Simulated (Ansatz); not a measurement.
Al2Ru

The calculation's input:

```
crystal:
  lattice:
    - [-1.560678882, 1.560678882, 4.2115520738]
    - [1.560678882, -1.560678882, 4.2115520738]
    - [1.560678882, 1.560678882, -4.2115520738]
  atoms:
    - { symbol: Al, position: [0.653733634, 0.653733634, 0.0] }
    - { symbol: Al, position: [0.335581469, 0.335581469, 0.0] }
    - { symbol: Ru, position: [0.0028524286, 0.0028524286, 0.0] }
basis:
  ecutwfc: 420
kpoints:
  mp_grid: { grid: [22, 22, 22] }
hamiltonian:
  xc: pbesol
scf:
  occupations: { method: gaussian, width: 0.15 }
output:
  forces: true
  stress: true
  eigenvalues: true
  write_density: true
  write_potential: true
  elf: true
  volumetric_format: npy
```

Launched as:

```sh
ansatz run input.yaml --threads 2 --pin off --max-ram 5120MiB --backend cpu --events-out ev --progress --plain --runs-dir out
```

Below, planes, directions and counts refer to the conventional cell (a = 3.12 Å, b = 3.12 Å, c = 8.42 Å, α = 90.00°, β = 90.00°, γ = 90.00°).

Space group I4mm; a structure from a database of computed crystals, not necessarily the ambient phase; not relaxed (largest force 0.6 eV/Å); computed without spin polarisation.

All numbers below come from DFT PBEsol, scalar-relativistic, plane waves, PAW in Ansatz.

The density is the valence pseudo-density of a PAW calculation; it isn't the true density close to the nuclei.

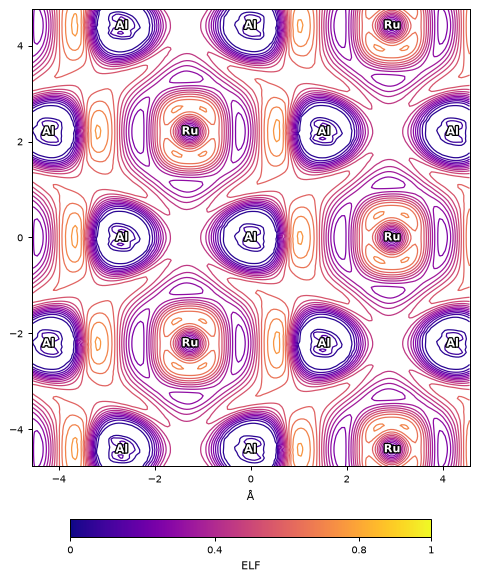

Figure 1. Electron localisation function on the (11̄0) plane of the conventional cell.

Interpret the plot.

The section cuts through Al and Ru sites.
Al–Ru (2.55 Å): the ELF is about 0.40 at the midpoint.
Al–Al (2.68 Å): the ELF is about 0.50 at the midpoint.
Al–Ru (2.62 Å): the ELF is about 0.40 at the midpoint.
Al–Ru (2.80 Å): the ELF is about 0.50 at the midpoint.
The features right at Ru lie inside the PAW spheres, where the map follows smoothed inner orbitals and isn't to be read closely.

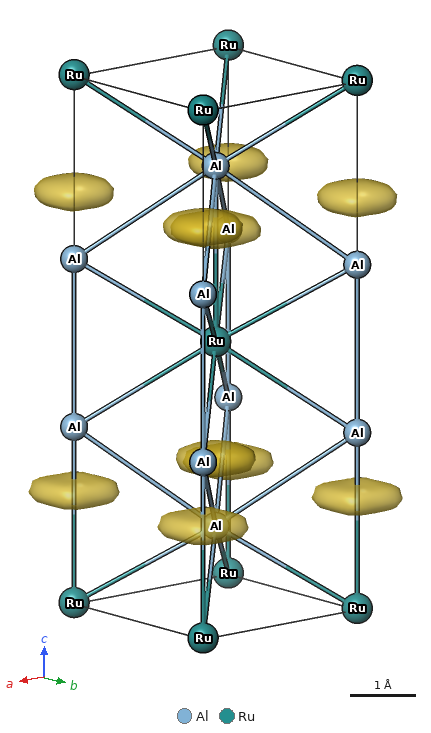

Figure 2. Isosurface of the ELF at 0.65 (yellow), seen at an oblique angle. Core shells and regions of very low density are left out. Sticks mark near contacts.

Identify the bonds, lone pairs and shells in this picture.

The surface consists of two lobes of the valence shell of Al pointing towards Ru (polar bonds) and two pockets between the atoms, centred on no nucleus (multi-centre or interstitial), counted in one cell of 6 atoms. Any copies at cell faces, edges or corners count once.

Metal or insulator at this level of theory?

It is gapless in this calculation (a metal or semimetal).
